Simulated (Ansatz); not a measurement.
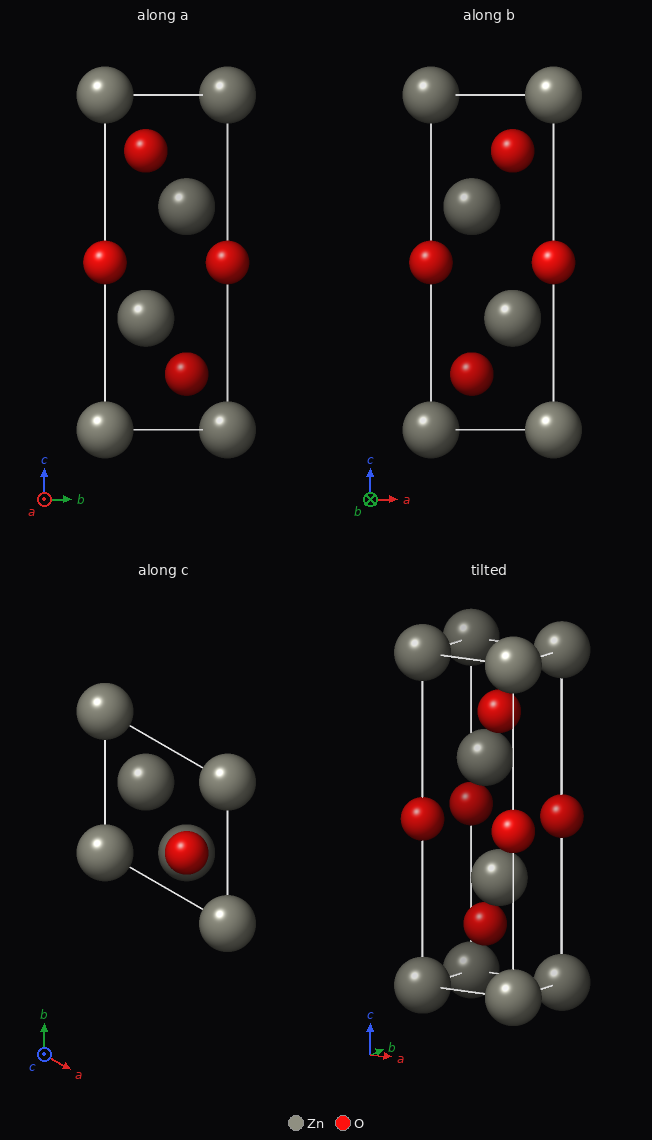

View along the a axis, along the b axis, along the c axis and slightly off an axis, drawn as a spheres-only model. The parallelepiped is the conventional unit cell.

Lattice parameters: a = 3.018 Å, b = 3.018 Å, c = 7.142 Å, α = 90.00°, β = 90.00°, γ = 120.00°.

Express the structure as a table of Wyckoff sites.

Space group R-3m:H (No. 166).
| atom | site | x | y | z |
| --- | --- | --- | --- | --- |
| Zn | 3a | 0.0000 | 0.0000 | 0.0000 |
| O | 3b | 0.3333 | 0.6667 | 0.1667 |

The cell started as a structure type filled with these elements by a generator (whether the compound takes this form wasn't checked). The cell was then strained or its atoms displaced on purpose. A calculation with Ansatz used it as input.

At this level of theory the cell isn't at rest (compressed, at 15 GPa), so its distances can differ from those at equilibrium, the more so the softer the solid.
